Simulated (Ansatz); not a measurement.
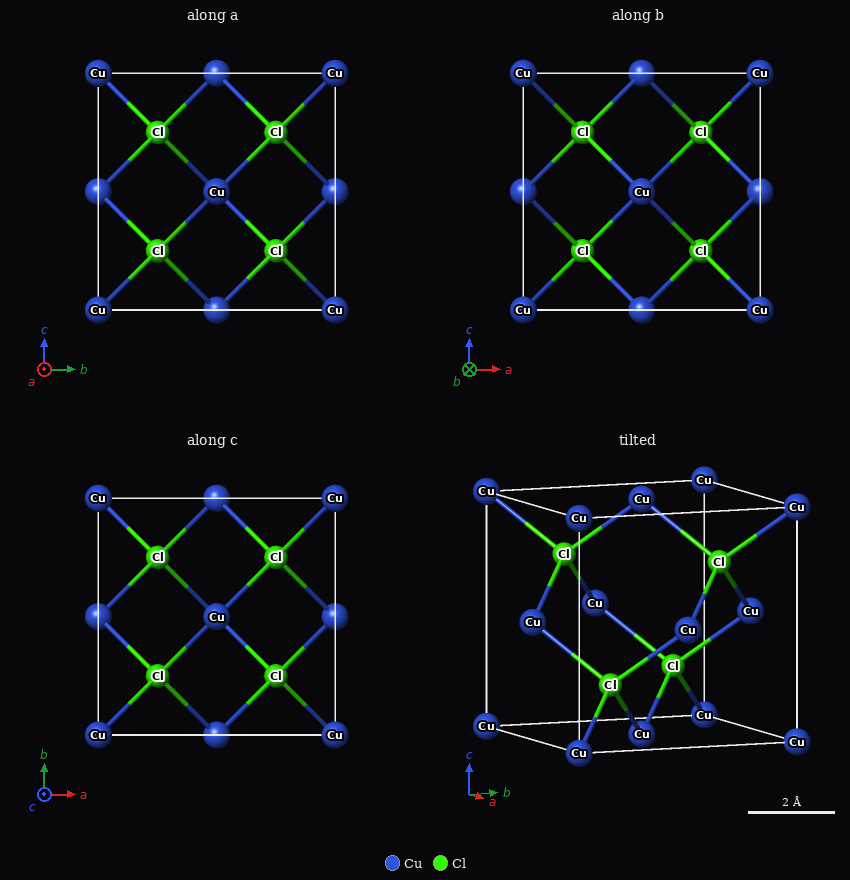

View along the a axis, along the b axis, along the c axis and slightly off an axis, drawn as a ball-and-stick model. The lines enclose the conventional unit cell; boundary atoms appear with their images.

Lattice parameters: a = 5.5182 Å, b = 5.5182 Å, c = 5.5182 Å, α = 90.000°, β = 90.000°, γ = 90.000°.

Write down what is shown as a CIF with its space group and independent sites.

Answer.
```cif
data_structure
_symmetry_space_group_name_H-M 'F -4 3 m'
_symmetry_Int_Tables_number 216
_cell_length_a 5.5182
_cell_length_b 5.5182
_cell_length_c 5.5182
_cell_angle_alpha 90.000
_cell_angle_beta 90.000
_cell_angle_gamma 90.000
_cell_volume 168.04
loop_
_atom_site_label
_atom_site_type_symbol
_atom_site_symmetry_multiplicity
_atom_site_Wyckoff_symbol
_atom_site_fract_x
_atom_site_fract_y
_atom_site_fract_z
_atom_site_occupancy
Cu1 Cu 4 a 0.0000 0.0000 0.0000 1
Cl1 Cl 4 d 0.2500 0.2500 0.7500 1
```

The starting point was a structure type filled with these elements by a generator (whether the compound takes this form wasn't checked). The cell was then strained or its atoms displaced on purpose. It was run through Ansatz as a DFT input.

At this level of theory the run's own cell isn't at rest (stretched, at -4 GPa), so its distances can differ from those at equilibrium, the more so the softer the solid.
